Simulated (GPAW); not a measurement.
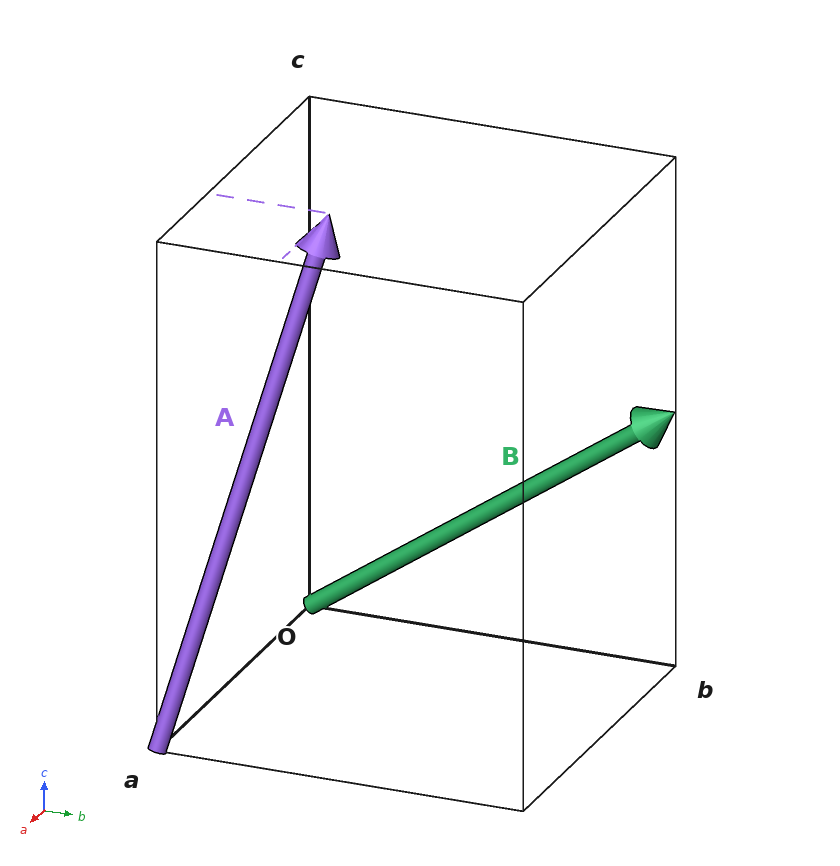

For CoO, an entry of the Crystallography Open Database, as set up for an electronic-structure calculation: each arrow starts at a corner of the unit cell and ends on its surface; where a tip isn't a corner, dashed lines run from it parallel to the axes. All values are computed from the atomic coordinates in the standard setting (tolerance 0.002 Å).

a = 3.016 Å, b = 3.016 Å, c = 4.214 Å, α = 90.00°, β = 90.00°, γ = 90.00°.

**Give [uvw] of each arrow.**

Arrow A runs from (1, 0, 0) to (2/3, 1/3, 1), so [−1 1 3]; Arrow B runs from (0, 0, 0) to (0, 1, 1/2), so [0 2 1].

**How long is the vector ua + vb + wc in each case, and what angles do the directions make?**

A 13.344 Å; B 7.358 Å. A–B: 43.3°.
